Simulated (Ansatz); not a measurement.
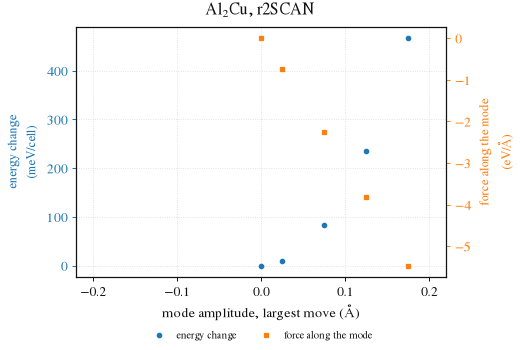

The picture above shows the energy change and force along the mode against mode amplitude for Al₂Cu, space group P4/mmm (No. 123).

Starting cell:
```
CELL_PARAMETERS angstrom
4.08803 0.00000 0.00000
0.00000 4.08803 2.85133
0.00000 -4.08803 2.85133
ATOMIC_POSITIONS crystal
Al 0.50000 0.75000 0.75000
Al 0.50000 0.25000 0.25000
Al 0.00000 0.50000 0.00000
Al 0.00000 0.00000 0.50000
Cu 0.00000 0.50000 0.50000
Cu 0.00000 0.00000 0.00000
```

Displacement pattern for amplitude 1 (x, y, z for each atom, in the order of the cell):
```tsv
atom	x	y	z
Al1	0.00	0.00	0.00
Al2	0.00	0.00	0.00
Al3	0.00	-1.00	0.00
Al4	0.00	1.00	0.00
Cu5	0.00	0.00	-0.27
Cu6	0.00	0.00	0.27
```

Computed with Ansatz 0.2.0: a normal mode of the cell frozen into a crystal at growing amplitude, by plane-wave density functional theory with PAW datasets, free energies less that of the undisturbed cell; scalar-relativistic. Level: r2SCAN, no spin polarisation.

wave cutoff 500 eV; k mesh 12×10×10; occupations Gaussian; smearing width 0.15 eV; k shift (0, 0, 0) (mesh steps); start relaxed.

The points at mode amplitude −0.15, −0.05, 0.1 and 0.2 follow from computed ones by symmetry.

The points at mode amplitude −0.200 Å, −0.150 Å, −0.100 Å, −0.050 Å, 0.050 Å, 0.100 Å, 0.150 Å and 0.200 Å are left out of the plot. What values does the calculation give there?

```json
{"mode amplitude, largest move (Å)": "-0.200", "energy change (meV/cell)": "614.4", "force along the mode (eV/Å)": "6.3"}
{"mode amplitude, largest move (Å)": "-0.150", "energy change (meV/cell)": "340.8", "force along the mode (eV/Å)": "4.6"}
{"mode amplitude, largest move (Å)": "-0.100", "energy change (meV/cell)": "150.0", "force along the mode (eV/Å)": "3.0"}
{"mode amplitude, largest move (Å)": "-0.050", "energy change (meV/cell)": "37.3", "force along the mode (eV/Å)": "1.5"}
{"mode amplitude, largest move (Å)": "0.050", "energy change (meV/cell)": "37.3", "force along the mode (eV/Å)": "-1.5"}
{"mode amplitude, largest move (Å)": "0.100", "energy change (meV/cell)": "150.0", "force along the mode (eV/Å)": "-3.0"}
{"mode amplitude, largest move (Å)": "0.150", "energy change (meV/cell)": "340.8", "force along the mode (eV/Å)": "-4.6"}
{"mode amplitude, largest move (Å)": "0.200", "energy change (meV/cell)": "614.4", "force along the mode (eV/Å)": "-6.3"}
```
